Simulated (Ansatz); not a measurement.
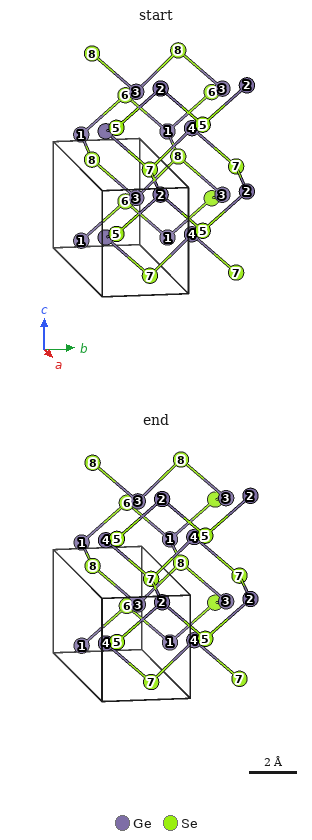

The structure of a crystal of GeSe (set up in Pnma) before (top) and after (bottom) a relaxation, at one scale.

Style: ball-and-stick. Shown: the cell of the calculation, repeated 1 × 2 × 2 with one cell outlined, slightly off an axis.

Level of theory: DFT PBE, scalar-relativistic, plane waves, PAW (Ansatz 0.2.0).

The input:
```yaml
crystal:
  lattice:
    - [11.25603494, 0.0, 0.0]
    - [0.0, 3.78718786, 0.0]
    - [0.0, 0.0, 4.66436352]
  atoms:
    - { symbol: Ge, position: [0.12909864, 0.25, 0.11900173] }
    - { symbol: Ge, position: [0.87090136, 0.75, 0.88099827] }
    - { symbol: Ge, position: [0.37090136, 0.75, 0.61900173] }
    - { symbol: Ge, position: [0.62909864, 0.25, 0.38099827] }
    - { symbol: Se, position: [0.84927919, 0.25, 0.51546856] }
    - { symbol: Se, position: [0.15072081, 0.75, 0.48453144] }
    - { symbol: Se, position: [0.65072081, 0.75, 0.01546856] }
    - { symbol: Se, position: [0.34927919, 0.25, 0.98453144] }
basis:
  ecutwfc: 420
kpoints:
  mp_grid: { grid: [4, 8, 6] }
hamiltonian:
  xc: pbe
scf:
  occupations: { method: gaussian, width: 0.02 }
output:
  forces: true
  stress: true
  eigenvalues: true
relax:
  adjacent_minimum: "off"
  f_tol: 0.005
  max_steps: 80
  cell: { stress_tol: 0.05 }
```

Launched with:
```bash
ansatz run input.yaml --threads 4 --pin off --max-ram 10240MiB --backend cpu --events-out ev --progress --plain --runs-dir out
```

Question: What changed between the two?

Answer: The energy falls by 47.8 meV per cell of the calculation in 6 accepted moves (7 points after the start). The largest force component goes from 0.22 to 0.0029 eV/Å. Pressure: 1.44 GPa at the start and −0.03 GPa at the end. The SCF was repeated once at an unchanged geometry on a basis and grid sized afresh for the cell, which shifted the energy by 0.2 meV per cell of the calculation at most. The largest moves relative to the cell, 0.082 Å, are those of Se5, Se6, Se7 and Se8. Se5 goes roughly along [1 0 −3]. By element the largest moves are Se 0.082 Å, Ge 0.028 Å. Cell: a 11.256 → 11.194 Å (−0.5 %), b 3.787 → 3.880 Å (+2.4 %), c 4.664 → 4.534 Å (−2.8 %). Volume −1.0 %. Among the contacts that change: Ge1–Se6 2.560 → 2.605 Å, Ge1–Se8 2.556 → 2.587 Å. The space group stays Pnma (No. 62). The run took 100 s on 4 threads of Arm Neoverse V2, on a shared host, peak memory 1 GiB.

Limits of the set-up: layers or molecules are held without a dispersion correction, so their spacing is unreliable.
